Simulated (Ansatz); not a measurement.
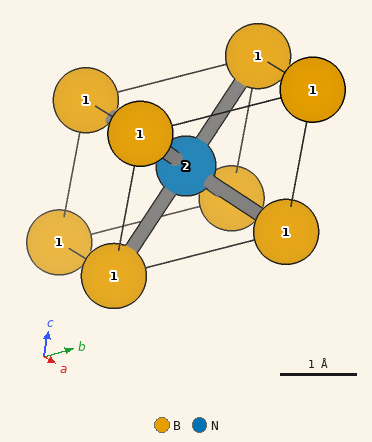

Fig. 1: The input geometry (ball-and-stick view of the cell of the calculation, seen slightly off an axis; atoms are numbered from 1 in the order of the input).

**BN: band-structure calculation**

System: BN (R-3m, 2 atoms in the cell).
Method: DFT, r2SCAN, plane waves, PAW, no spin polarisation (Ansatz 0.2.0).

The structure was built on a prototype by a generator. The geometry comes from this level: r2SCAN (a point of a series of strains). It belongs to a series of runs on one base structure; here: shear_111 strain -2.0%. Figures and captions count atoms from 1; the log counts them from 0 in places.

### The input
```yaml
crystal:
  lattice:
    - [-0.0232776792, 1.7225482609, 1.7225482609]
    - [1.7225482609, -0.0232776792, 1.7225482609]
    - [1.7225482609, 1.7225482609, -0.0232776792]
  atoms:
    - { symbol: B, position: [0.0, 0.0, 0.0] }
    - { symbol: "N", position: [0.5, 0.5, 0.5] }
kpoints:
  mp_grid: { grid: [12, 12, 12] }
  band_path:
    path:
      - [0.0, 0.0, 0.0]
      - [0.5, 0.0, 0.5]
      - [0.625, 0.25, 0.625]
      - [0.375, 0.375, 0.75]
      - [0.5, 0.5, 0.5]
      - [0.5, 0.25, 0.75]
      - [0.0, 0.165365, -0.165365]
      - [0.0, 0.5, 0.5]
    npoints: 1
hamiltonian:
  xc: r2scan
scf:
  occupations: { method: fixed }
  n_extra_bands: 4
output:
  forces: true
  stress: true
  eigenvalues: true
  write_density: true
  write_potential: true
  elf: true
  volumetric_format: npy
```

Hardware: 2 threads of an x86-64 CPU, shared host.

Launch command:
```bash
ansatz run input.yaml --threads 2 --pin off --max-ram 2211MiB --backend cpu --events-out ev --progress --plain --runs-dir out
```

### Log
```
scf.n_extra_bands = 4 over 4 filled bands (N_el = 8.0): the run solves 8 bands
Engine: ansatz 0.2.0, x86_64-unknown-linux-gnu
Pseudopotentials: kind: paw
Pseudopotential: B, paw, valence charge 3, recommended cutoff 500 eV (meta_gga), B.paw.azcp
Pseudopotential: N, paw, valence charge 5, recommended cutoff 500 eV (meta_gga), N.paw.azcp
Functional definition: r2SCAN
  parameter k0 = 0.174
  parameter k1 = 0.065
  parameter a1 = 4.9479
  exchange = r2scan_x(k0 = k0, k1 = k1, a1 = a1)
  correlation = r2scan_c
Crystal: 2 atoms, lattice volume = 10.429 Å³
Basis set: ecut = 500 eV, 271 PW (Γ), exchange–correlation on 72×72×72 points (64 copies of the dense FFT grid, shifted against one another)
Bands: 8, of which v1, the nominal top of the filled ones, is band 4 counted from 1 (3 counted from 0)
Symmetry: 12 space group operations
Space group: R-3m (ITA 166), of the structure as read, at distance tolerance 2.2e-5 Å
k-points: 189 of 1728
Non-local potential: B, projectors of the file, l = 0: 2, l = 1: 2, l = 2: 1
Non-local potential: N, projectors of the file, l = 0: 2, l = 1: 2, l = 2: 1
PAW form: soft (Blöchl's): semilocal exchange-correlation on the pseudo side does not see the compensation charge
PAW frozen core: B, regenerated for the run's functional (the file was generated under x = pbe(κ = 0.804, μ = 0.2195149727645171), c = pbe(β = 0.06672455060314922))
PAW frozen core: N, regenerated for the run's functional (the file was generated under x = pbe(κ = 0.804, μ = 0.2195149727645171), c = pbe(β = 0.06672455060314922))
PAW one-centre angular grid: B, 302 points (default); XC on 160 Gauss nodes
PAW one-centre angular grid: N, 302 points (default); XC on 160 Gauss nodes
Initial density: superposition of atomic densities (neutral atoms: chi_scale 0, normalization atom), corrected by the library's trained network
Initial wavefunctions: pseudopotential atomic-orbital guess
Functional: x = r2scan, c = r2scan; τ floored in thin density (d = 2e-4 eV/Å³)
SCF iter   1: F=—  HF=-540.115073 eV  |F-HF|=—  |Δ(HF+E_count)|=         —  Δρ=2.65e-2  dr2=6.50e-2  dr2_τ=2.71e-1  ethr=1.77e-3  ⟨swp⟩=4.0  Hψ=8640  notcnv=0  defer=352
preconditioner: auto → none  [insulator: Δε(μ)=1.516 eV  Ē_g=20.296 eV  n_scr=0 (ndim 8)  ℏωp=32.5 eV  f_vac=0.000  ε∞_Penn≈3.6]
SCF iter   2: F=—  HF=-540.233558 eV  |F-HF|=—  |Δ(HF+E_count)|=   1.18e-1  Δρ=8.51e-3  dr2=2.26e-3  dr2_τ=2.04e-3  ethr=8.12e-4  ⟨swp⟩=2.3  Hψ=4112  notcnv=0  defer=364
SCF iter   3: F=—  HF=-540.234317 eV  |F-HF|=—  |Δ(HF+E_count)|=   7.59e-4  Δρ=3.91e-3  dr2=6.15e-4  dr2_τ=5.60e-5  ethr=2.83e-5  ⟨swp⟩=2.6  Hψ=2193  notcnv=0  defer=376
SCF iter   4: F=—  HF=-540.234396 eV  |F-HF|=—  |Δ(HF+E_count)|=   7.96e-5  Δρ=6.42e-4  dr2=3.75e-5  dr2_τ=2.43e-6  ethr=7.68e-6  ⟨swp⟩=3.0  Hψ=2606  notcnv=0  defer=376
SCF iter   5: F=—  HF=-540.234387 eV  |F-HF|=—  |Δ(HF+E_count)|=   8.95e-6  Δρ=4.01e-5  dr2=5.15e-8  dr2_τ=1.68e-8  ethr=4.69e-7  ⟨swp⟩=2.4  Hψ=2163  notcnv=0  defer=2
SCF iter   6: F=-540.234388 eV  HF=-540.234388 eV  |F-HF|=2.72e-9  |Δ(HF+E_count)|=   1.26e-7  Δρ=9.63e-6  dr2=6.81e-9  dr2_τ=3.65e-10  ethr=6.44e-10  ⟨swp⟩=7.4  Hψ=10310  notcnv=0
SCF 1 converged in 6 iterations: F = -540.234388 eV  dr2 = 6.81e-9
  greatest PAW one-centre occupation: 0.799 electrons in one spin orbital (limit 2), on the N atom at site 1 (counted from 0), in its partial waves of l = 0
```

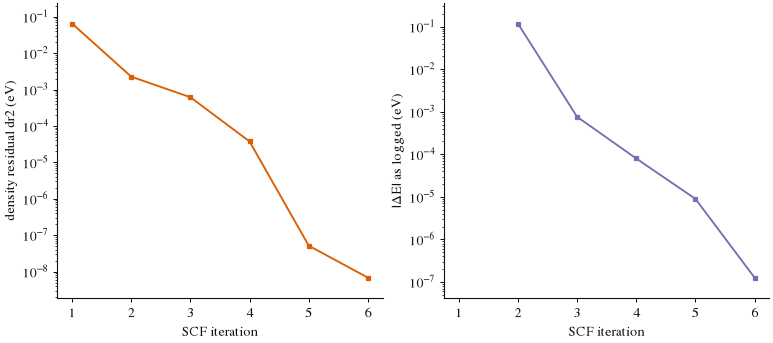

Fig. 2: Convergence of the self-consistent field: density residual dr2 and size of the energy change against the SCF iteration. The residual falls at every step.

```
NSCF: frozen V_eff on 8 k-points
SCF converged after 6 iterations
Free energy (F): -540.234388 eV
Harris-Foulkes:  -540.234388 eV  (|F-HF|=2.72e-9)
Internal energy: -540.234388 eV  (E = F + TS)
E sigma→0 (E₀):  -540.234388 eV
Fermi energy:    15.048556 eV
--- Per-component energies (eV) ---
  E_band       = 44.986508
  E_kinetic    = 185.095071
  E_local      = -124.031549  (includes V_loc(G=0)·N_el)
  E_nonlocal   = 55.189885
  E_hartree    = 35.991755
  E_xc         = -92.038005
  E_vxc        = -127.866446  (∫ρ·V_xc dr)
  E_paw        = -208.908679  (= ΣΔE_a)
  E_vpaw       = -22.567170  (= ΣTr[D̂ρ^β])
  E_aug_tail   = 0.000020  (compensation charges beyond the density's cutoff)
  E_vtau       = 7.184087  (kinetic-family band-sum trace: ∫τ·v_τ [+ j·A + Jᵃ·Aᵃ] dr)
  E_ewald      = -391.484878
  E_core_change = -0.048007  (= ΣΔE_core)
  E_smearing   = -0.000000  (= −TS)
  E_closure    = -0.000000  (closes the sum)
  Σ components = -540.234388   (vs F -540.234388, Δ=0.00e0)
--- Forces (eV/Å), atoms counted from 1 ---
  atom   1  B      0.00000000     0.00000000     0.00000000
  atom   2  N     -0.00000000    -0.00000000    -0.00000000
  max |Σ_I F_I| component: 2.10e-30 eV/Å
--- Stress (GPa, compression-positive) ---
        8.483458       9.156174       9.156174
        9.156174       8.483458       9.156174
        9.156174       9.156174       8.483458
  P = ⅓ Tr σ = 8.4835 GPa (84.835 kbar)
--- Band table (eV; the first three rows and the last of 189) ---
  k-point 0: bands = ["-9.0688", "13.8339", "13.8339", "14.3299", "25.1316", "28.2019", "28.3612", "28.3612"]
  k-point 1: bands = ["-8.8637", "12.9672", "13.8226", "14.2645", "25.4078", "27.4860", "27.5972", "28.1535"]
  k-point 2: bands = ["-8.2537", "10.7416", "13.8109", "14.2029", "25.3637", "25.8729", "25.8837", "28.2332"]
  k-point 188: bands = ["-3.4100", "1.7675", "13.9833", "13.9833", "20.5111", "20.5111", "22.6251", "29.7985"]
```

### File rho_z.tsv
```
# z_ang	rho[e/angstrom^3]
# format = ansatz-planar-average/11
# lattice	-0.023277679	1.722548261	1.722548261
# lattice	1.722548261	-0.023277679	1.722548261
# lattice	1.722548261	1.722548261	-0.023277679
# sites	2
# site	5	0.000000000	0.000000000	0.000000000
# site	7	1.710909421	1.710909421	1.710909421
0.000000	4.426245e-1
0.135342	4.605273e-1
0.270685	5.117869e-1
0.406027	5.909116e-1
0.541369	6.937049e-1
0.676712	8.143697e-1
0.812054	9.356246e-1
0.947396	1.032385e0
1.082739	1.089355e0
1.218081	1.107180e0
1.353424	1.089355e0
1.488766	1.032385e0
1.624108	9.356246e-1
1.759451	8.143697e-1
1.894793	6.937049e-1
2.030135	5.909116e-1
2.165478	5.117869e-1
2.300820	4.605273e-1
```

### File v_z.tsv
```
# z_ang	v_es[eV]	v_tot[eV]
# format = ansatz-planar-average/11
# xc	r2scan
# density_cutoff_ev	2000
# datasets	B=:simpson_from_first_knot:soft:shift=0	N=:simpson_from_first_knot:soft:shift=0
# lattice	-0.023277679	1.722548261	1.722548261
# lattice	1.722548261	-0.023277679	1.722548261
# lattice	1.722548261	1.722548261	-0.023277679
# sites	2
# site	5	0.000000000	0.000000000	0.000000000
# site	7	1.710909421	1.710909421	1.710909421
0.000000	-3.857952e-2	-1.279442e1
0.135342	4.299106e-1	-1.245603e1
0.270685	1.718210e0	-1.154865e1
0.406027	3.187227e0	-1.065731e1
0.541369	4.148591e0	-1.044862e1
0.676712	4.296600e0	-1.106574e1
0.812054	3.604648e0	-1.218955e1
0.947396	2.420430e0	-1.344059e1
1.082739	1.389756e0	-1.440014e1
1.218081	1.008297e0	-1.473621e1
1.353424	1.389756e0	-1.440014e1
1.488766	2.420430e0	-1.344059e1
1.624108	3.604648e0	-1.218955e1
1.759451	4.296600e0	-1.106574e1
1.894793	4.148591e0	-1.044862e1
2.030135	3.187227e0	-1.065731e1
2.165478	1.718210e0	-1.154865e1
2.300820	4.299106e-1	-1.245603e1
```

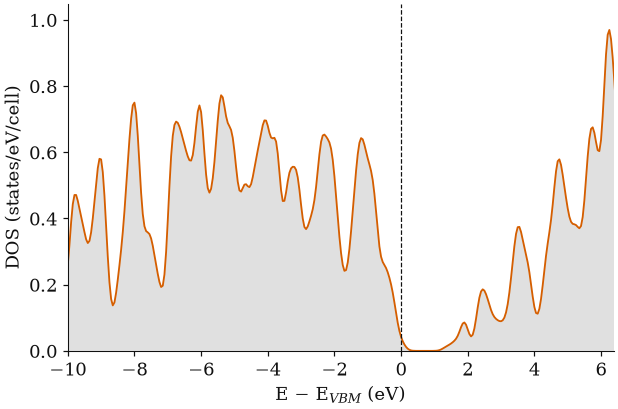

Fig. 3: Density of states (the curve is built from the levels of the k mesh with Gaussians 0.3 eV wide, which also blur the band edges), with energies from the valence-band top. There is a gap of 1.38 eV on the k-point mesh. Small ripples come from the finite k-point mesh.

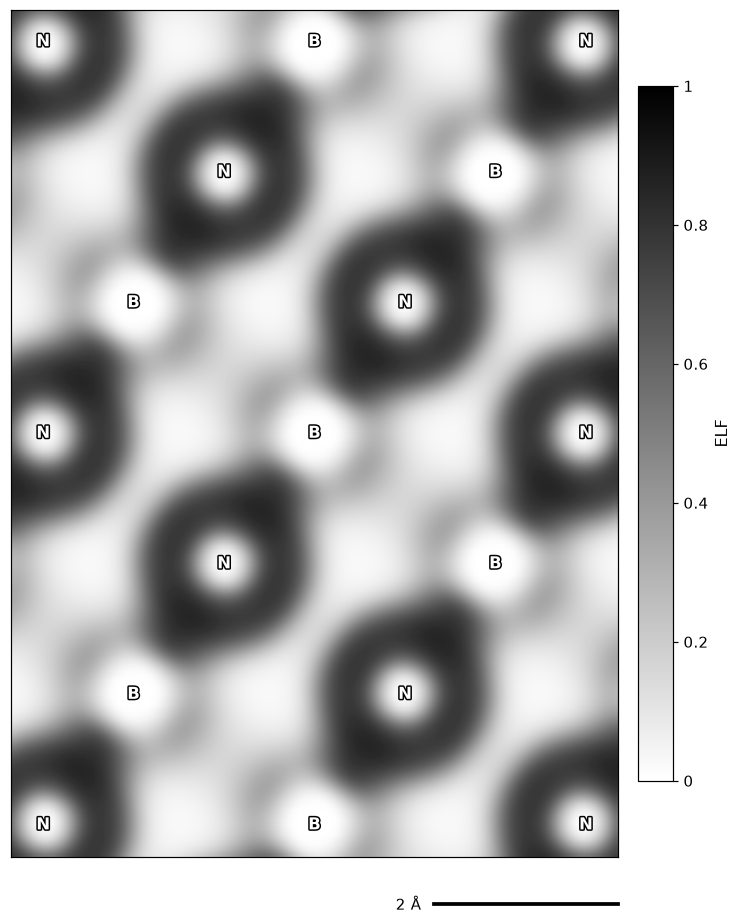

Fig. 4: ELF on the (110) plane of the conventional cell. Atoms in the plane: B and N. The fields are those of the smooth PAW valence density.

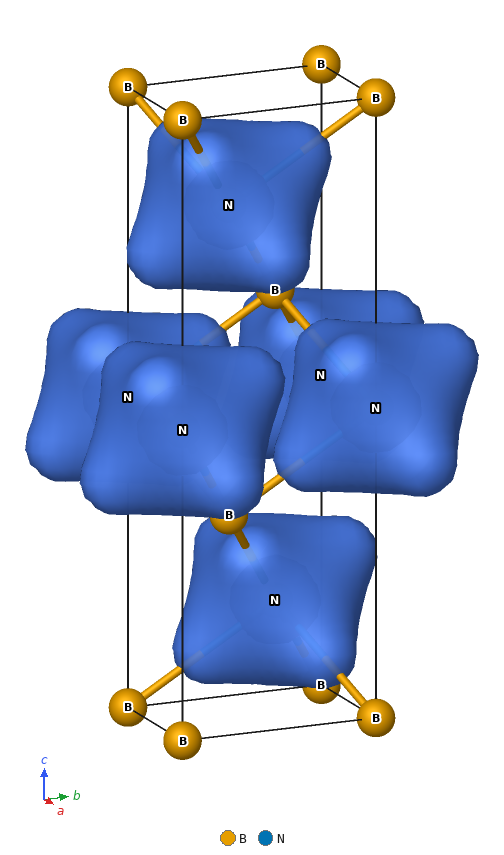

Fig. 5: Isosurface of the electron localisation function at 0.65 (blue), seen slightly off an axis. Core shells and regions of very low density are left out. Sticks mark near contacts. The outline is the cell set on symmetry axes. Along the contacts the grid gives the following. B–N (1.73 Å): the ELF peaks at about 0.85 between the atoms, which marks a polar covalent bond.

### Results in brief

| quantity | value |
| --- | --- |
| outcome | converged |
| space group (tolerance 0.01 Å) | R-3m (166) |
| electrons treated | 8 |
| free energy | −540.2344 eV |
| Fermi energy | 15.049 eV |
| gap on the k-point mesh | 1.38 eV |
| pressure | 8.48 GPa |
| largest force (length of the vector) | under 0.001 eV/Å |
| wall time | 9.5 s (CPU time 7 s) |
| peak memory | 0.33 GiB |

The cell is under a pressure of 8.5 GPa at this level, so it is not at its equilibrium volume.
